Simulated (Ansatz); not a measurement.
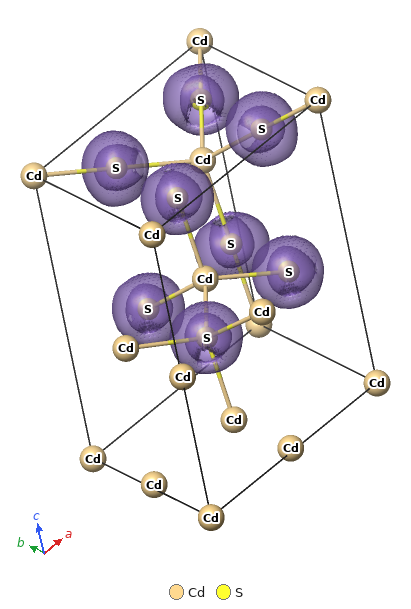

Cd9S8 (cell with a defect). Isosurface of the ELF at 0.8 (purple), seen slightly off an axis. Only the valence region is drawn (cores and ρ < 0.01 e/Å³ removed). Sticks mark near contacts.

These are results of DFT PBEsol, scalar-relativistic, plane waves, PAW in Ansatz 0.2.0, not measurements.

In a PAW calculation such maps are meaningful between the atoms, not at the nuclei.

### Identify the bonds, lone pairs and shells in this picture.

The ELF exceeds this value in eight regions wrapped around S (the valence shell of each), counted in one cell of 17 atoms. Regions shared between cells count once.

Values along the shortest contacts:
Cd–S (2.47 Å): the ELF peaks at about 0.85 in the valence shell of S, 0.8 Å from its nucleus, and is about 0.30 at the midpoint. Cd–S (2.57 Å): the ELF peaks at about 0.80 in the valence shell of S, 0.8 Å from its nucleus, and drops to about 0.15 between the two atoms.

### Does the calculation give a band gap?

It is gapless in this calculation (a metal or semimetal).
